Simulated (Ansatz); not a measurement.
FeNi$_{2}$

Input

```
crystal:
  lattice:
    - [0.0, 2.7067593107, 2.7067593107]
    - [2.7067593107, 0.0, 2.7067593107]
    - [2.7067593107, 2.7067593107, 0.0]
  atoms:
    - { symbol: Fe, position: [0.0, 0.0, 0.0], spin: 2.98 }
    - { symbol: Ni, position: [0.25, 0.25, 0.25], spin: 0.84 }
    - { symbol: Ni, position: [0.75, 0.75, 0.75], spin: 0.84 }
basis:
  ecutwfc: 420
kpoints:
  mp_grid: { grid: [14, 14, 14] }
hamiltonian:
  xc: pbe
scf:
  occupations: { method: gaussian, width: 0.1 }
output:
  forces: true
  stress: true
  eigenvalues: true
  populations: true
  write_density: true
  write_potential: true
  elf: true
  volumetric_format: npy
magnetization:
  spin_polarized: true
relax:
  adjacent_minimum: "off"
  f_tol: 0.01
  max_steps: 80
  cell: { stress_tol: 0.05 }
```

Launched as:

```sh
ansatz run input.yaml --threads 1 --pin off --max-ram 2560MiB --backend cpu --events-out ev --progress --plain --runs-dir out
```

Below, planes, directions and counts refer to the conventional cell (a = 5.41 Å, b = 5.41 Å, c = 5.41 Å, α = 90.00°, β = 90.00°, γ = 90.00°).

The fields are those of the run's last geometry, not of the input's.

Space group Fm-3m; a structure generated by program, which may or may not match a known phase; spin-polarised.

All numbers below come from Ansatz 0.2.0, DFT PBE, scalar-relativistic, plane waves, PAW.

The density is the valence pseudo-density of a PAW calculation; it isn't the true density close to the nuclei.

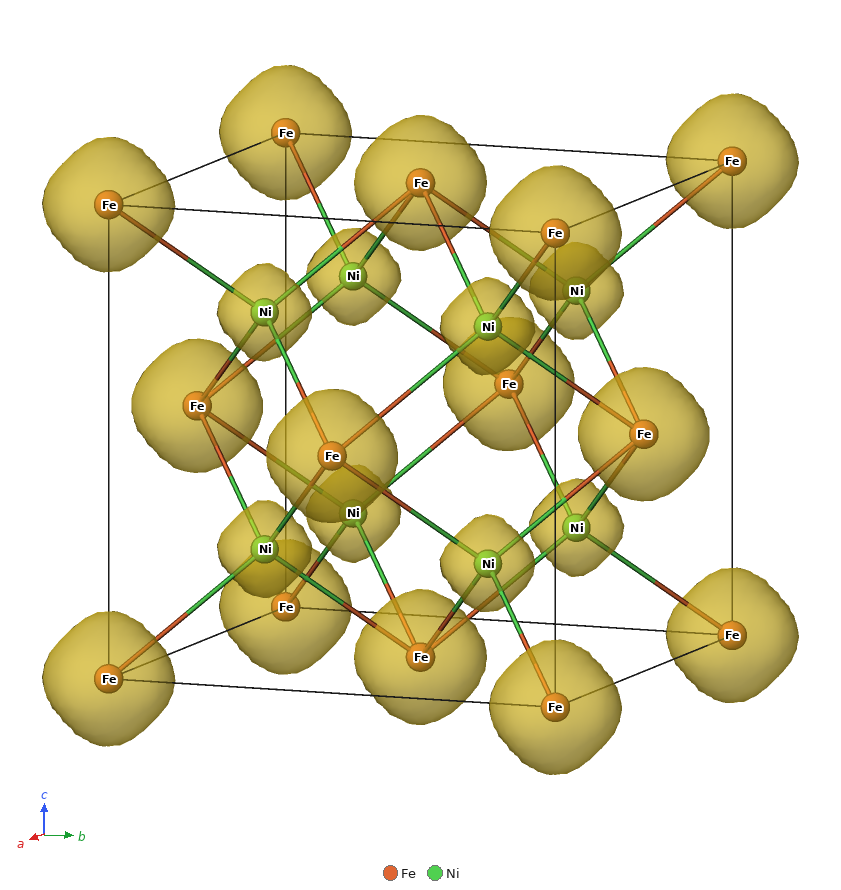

Figure 1. Isosurface of the magnetisation density (up minus down) at +0.4 e/Å³ (yellow), seen slightly off an axis. Sticks mark near contacts.

Which atoms carry the moments, and with what signs?

The spin density sits on Fe: +2.7 μB (×4); Ni: +0.8 μB (×8) in one cell of 12 atoms: parallel main moments (a ferromagnetic arrangement) in this solution. The cell of the calculation (3 atoms) carries 4.1 μB of net spin moment.

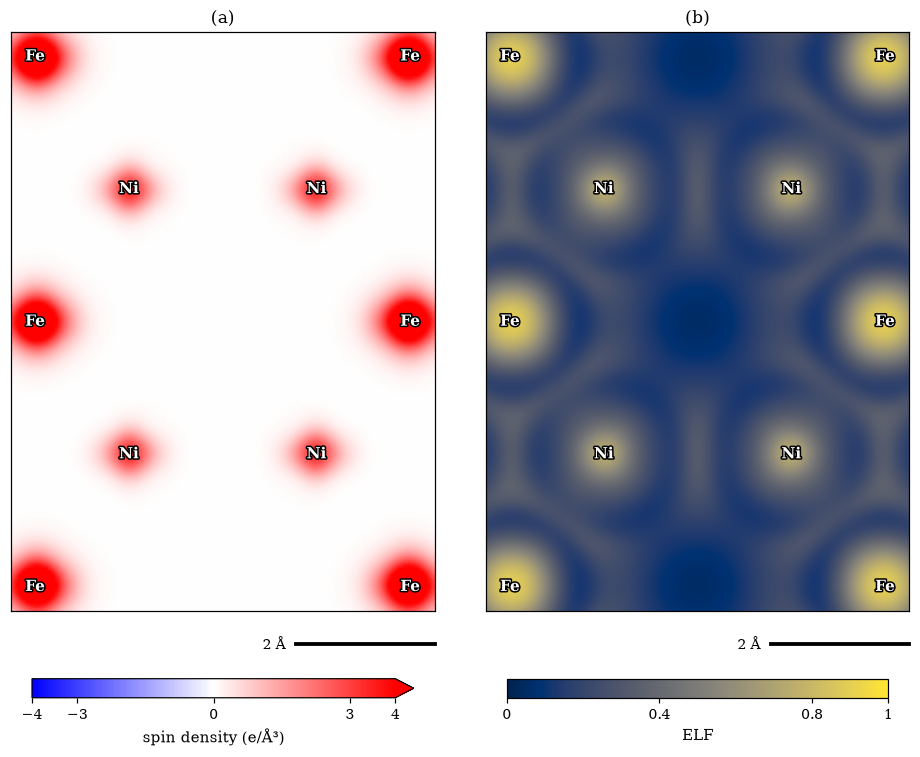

Figure 2. (a) magnetisation density (up minus down); (b) ELF on the (110) plane of the conventional cell.

What does the map show?

- The plane passes through Fe and Ni nuclei.
- Fe–Ni (2.34 Å): the ELF is about 0.25 at the midpoint (no shared electron pair shows on this line).
- The features right at Fe and Ni lie inside the PAW spheres, where the map follows smoothed inner orbitals and isn't to be read closely.

Does the calculation make it a metal, or give it a gap?

It is metallic or semimetallic at this level of theory: no gap opens.
